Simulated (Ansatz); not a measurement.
# W(211) (Im-3m bulk, 9 atomic planes (those closer than 0.6 Å count as one), 10 Å): simulated STM

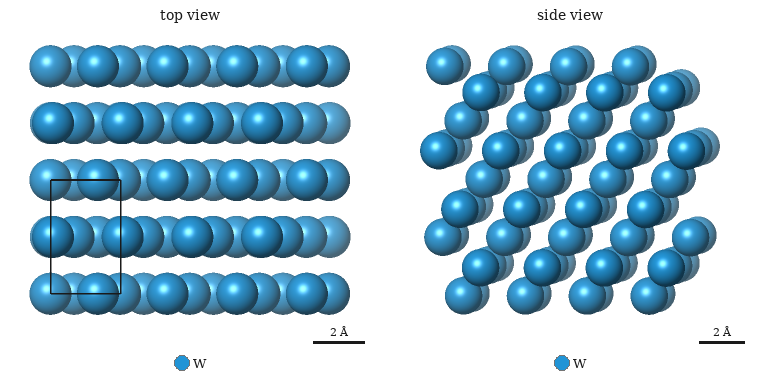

The relaxed structure from above and from the side.

These are results of DFT PBE, scalar-relativistic, plane waves, PAW (Ansatz), not measurements. Cutoff 420 eV, 18 × 11 k-points, Gaussian smearing 0.1 eV, dipole correction. The slab is a cut without reconstruction beyond its cell, at the source's lattice constants, with its lower half held fixed and the rest relaxed. No spin polarisation. Spin–orbit coupling is left out; with W it can shift levels and gaps. The run warns that the functional's potential is rough in the thin density of the vacuum, where the tip is; weak contrasts and barriers may feel it.

The STM signal is simulated in the Tersoff–Hamann approximation. Bias windows are sharp sums over the levels of the k mesh.

Input

```yaml
crystal:
  lattice:
    - [2.76660475, 0.0, 0.0]
    - [0.0, 4.51784665, 0.0]
    - [0.0, 0.0, 28.4335197659]
  atoms:
    - { symbol: W, position: [0.33333333, 0.5, 0.3165278191] }
    - { symbol: W, position: [0.66666667, 0.0, 0.3623958593] }
    - { symbol: W, position: [0.0, 0.5, 0.4082639095] }
    - { symbol: W, position: [0.33333333, 0.0, 0.4541319498] }
    - { symbol: W, position: [0.6656416047, 0.5, 0.4994007818] }
    - { symbol: W, position: [-0.0069933723, 0.0, 0.5458445626] }
    - { symbol: W, position: [0.3256238706, 0.5, 0.5910160215] }
    - { symbol: W, position: [0.6745872283, 0.0, 0.6372738163] }
    - { symbol: W, position: [0.0299435513, 0.5, 0.676178621] }
basis:
  ecutwfc: 420
  fft_grid_basis: typed
kpoints:
  mp_grid: { grid: [18, 11, 1] }
hamiltonian:
  xc: pbe
scf:
  occupations: { method: gaussian, width: 0.1 }
output:
  forces: true
  eigenvalues: true
  band_densities:
    - { e_range: [-2.0, -1.0] }
    - { e_range: [-1.0, -0.5] }
    - { e_range: [-0.5, -0.25] }
    - { e_range: [-0.25, 0.0] }
    - { e_range: [0.0, 0.25] }
    - { e_range: [0.25, 0.5] }
    - { e_range: [0.5, 1.0] }
    - { e_range: [1.0, 1.5] }
  band_residual_tolerance: 1.0e-05
  write_potential: true
  elf: true
  write_density: true
  volumetric_format: npy
efield:
  axis: 3
  dipole_correction: true
  ramp_width: 0.04
checkpoint:
  read: start.run
  write: ck
  compress: false
  write_wavefunctions: false
  write_every: 100000
```

Command:

```sh
ansatz run input.yaml --threads 1 --pin off --max-ram 2211MiB --backend cpu --events-out ev --progress --plain --runs-dir out
```

Run time of this step alone (it restarts from the relaxed density): 7.2 min on 1 thread of Arm Neoverse V2, on a shared host, peak memory 1.3 GiB.

Part 1: One image

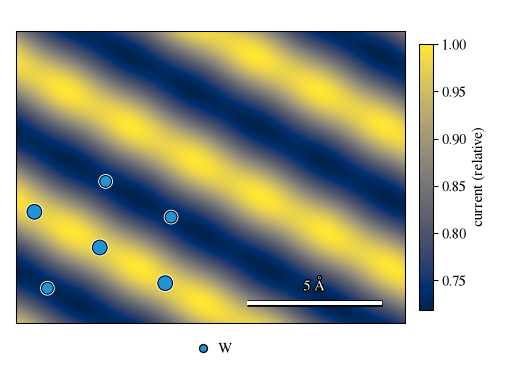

Constant-height image 5.0 Å above the topmost atom of this surface, sample bias −2.00 V. The atoms seen from above are drawn over one corner (deeper ones smaller).

> Which atoms or sites appear bright, which dark, and how strong is the contrast?

The brightest spots lie over points 1.1 Å to the side of the top W atoms; the darkest points are over bridge points of the top W atoms (with a hidden W atom 3.7 Å below the top plane) and the W atoms 1.1 Å below the top plane. The brightest point carries 1.4 times the current of the darkest.

Part 2: Approach curves

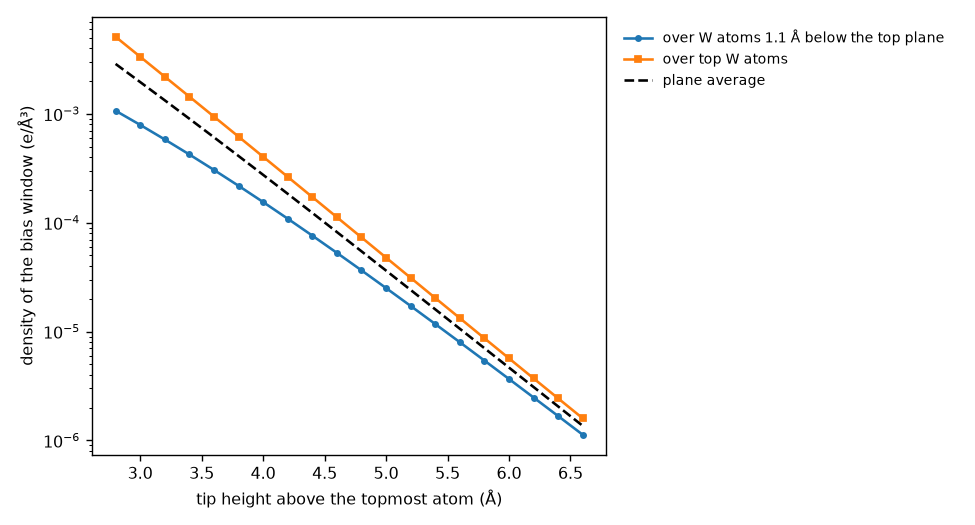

Approach curves over this surface at a sample bias of +1.50 V.

> How fast does the current decay, and what apparent barrier height does that imply?

Near 4 Å the plane average falls as exp(−2.00 z/Å), a factor of 7.4 per ångström, which gives an apparent barrier of 3.8 eV (0.952 eV Å² times the slope squared). The vacuum level lies 4.32 eV above zero bias. The upper edge of the window lies 2.82 eV under it. The apparent barrier is above 2.82 eV. At 4 Å the 0.50 eV of states nearest the upper edge carry 41 % of the density.

Part 3: Bias series

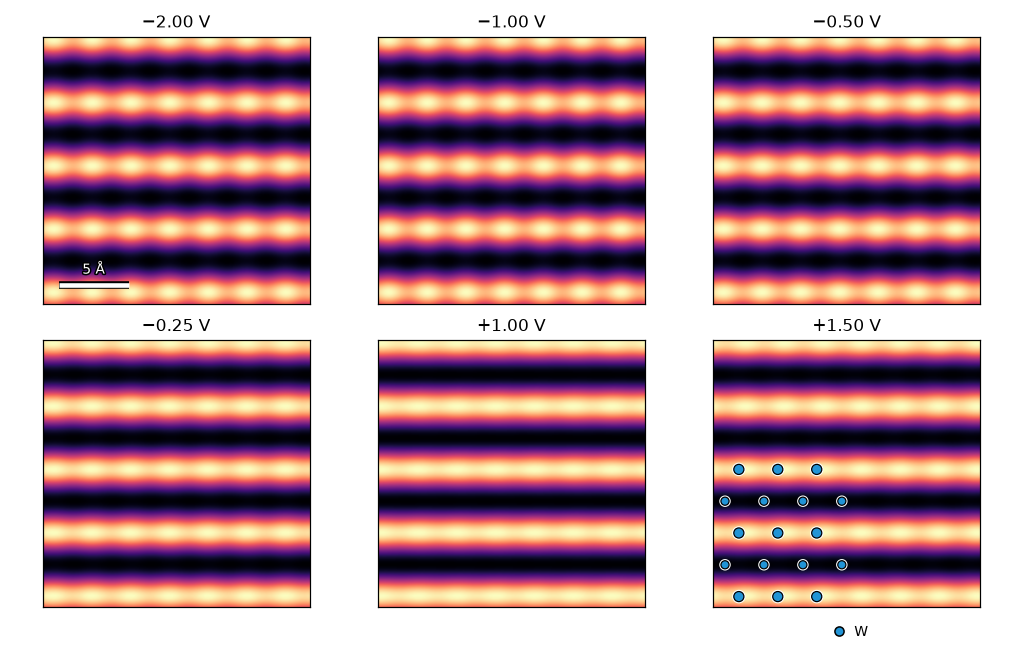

Constant-height images of this surface at 6 sample biases, each on its own colour scale; the last has the atoms seen from above drawn over one corner (deeper ones smaller).

> How do the images change with bias?

| bias | height (Å) | bright/dark | brightest over |
| --- | --- | --- | --- |
| −2.00 V | 3.5 | 2.1 | points 1.1 Å to the side of the top W atoms |
| −1.00 V | 3.5 | 2.1 | points 1.1 Å to the side of the top W atoms |
| −0.50 V | 3.5 | 2.2 | points 1.1 Å to the side of the top W atoms |
| −0.25 V | 3.5 | 2.5 | points 1.1 Å to the side of the top W atoms |
| +1.00 V | 3.5 | 3.1 | points 1.1 Å to the side of the top W atoms and top W atoms |
| +1.50 V | 3.5 | 3.3 | top W atoms |

The slab has states at the Fermi level, so this model gives a current down to small biases. Its work function (top face) is 4.32 eV.
